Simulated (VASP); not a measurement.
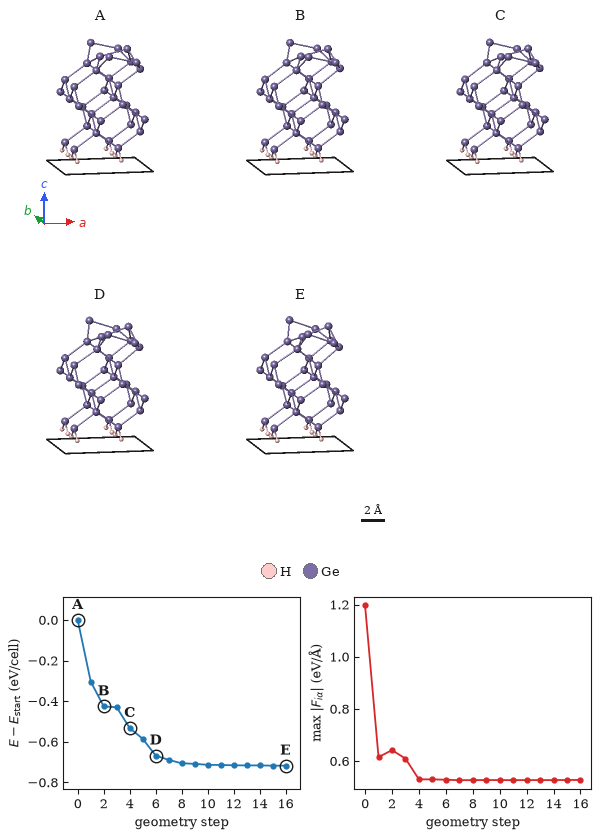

Frames of a relaxation of a slab of composition Ge7H2, marked on the history of the run. The picture is a ball-and-stick view of the cell of the calculation, outlined in the plane, without the vacuum (origin shifted), seen slightly off an axis.

The run lets the atoms move in a fixed cell. 20 atoms are held fixed.

These are results of Kohn-Sham DFT of a periodic cell, PBEsol, VASP PAW PBE potentials, recommended in VASP 6.6.1, not measurements.

The input:
```
SYSTEM = Ge7H2
PREC = Normal
ENCUT = 450
EDIFF = 1E-6
ISMEAR = 0
SIGMA = 0.05
LREAL = Auto
LASPH = .True.
NELM = 80
ALGO = Normal
ISIF = 2
LWAVE = .False.
LCHARG = .False.
LDIPOL = .True.
IDIPOL = 3
DIPOL = 0.5 0.5 0.471
GGA = PS
IBRION = 2
NSW = 90
EDIFFG = -0.03
KPAR = 4
NCORE = 2
```

Launched with:
```bash
cat potpaw_PBE.64/H/POTCAR potpaw_PBE.64/Ge_d/POTCAR > POTCAR
mpirun -np 8 vasp_std > vasp.out
```

Describe the path.

Answer. The largest moves, 0.27 Å, are those of Ge atoms. H stays in place. The cell doesn't change. Some distances before and after: Ge–Ge 2.334 → 2.451 Å, Ge–Ge 2.629 → 2.534 Å, Ge–Ge 2.457 → 2.410 Å, Ge–Ge 2.457 → 2.500 Å. Among the angles between lasting bonds that change: Ge–Ge–Ge 95.6° → 105.5°, Ge–Ge–Ge 98.4° → 89.4°, Ge–Ge–Ge 109.5° → 102.0°. The energy falls by 0.717 eV per cell of the calculation in 16 geometry steps. Largest force component: 1.2 eV/Å at the start, 0.53 eV/Å at the end. From step 0 to 2: Ge atoms move most (0.14 Å), energy −0.425 eV per cell of the calculation. From step 2 to 4: Ge atoms move most (0.04 Å), energy −0.107 eV per cell of the calculation. From step 4 to 6: Ge atoms move most (0.10 Å), energy −0.135 eV per cell of the calculation. From step 6 to 16: Ge atoms move most (0.09 Å), energy −49.7 meV per cell of the calculation.

| step | E − E(0), meV/atom | largest force component, eV/Å |
| --- | --- | --- |
| 0 | 0.00 | 1.1967 |
| 1 | -8.41 | 0.6155 |
| 2 | -11.82 | 0.6424 |
| 3 | -11.93 | 0.6099 |
| 4 | -14.78 | 0.5303 |
| 5 | -16.24 | 0.5301 |
| 6 | -18.54 | 0.5289 |
| 7 | -19.13 | 0.5269 |
| 8 | -19.59 | 0.5274 |
| 9 | -19.67 | 0.5277 |
| 10 | -19.81 | 0.5274 |
| 11 | -19.82 | 0.5273 |
| 12 | -19.87 | 0.5274 |
| 13 | -19.88 | 0.5274 |
| 14 | -19.89 | 0.5274 |
| 15 | -19.92 | 0.5278 |
| 16 | -19.92 | 0.5279 |
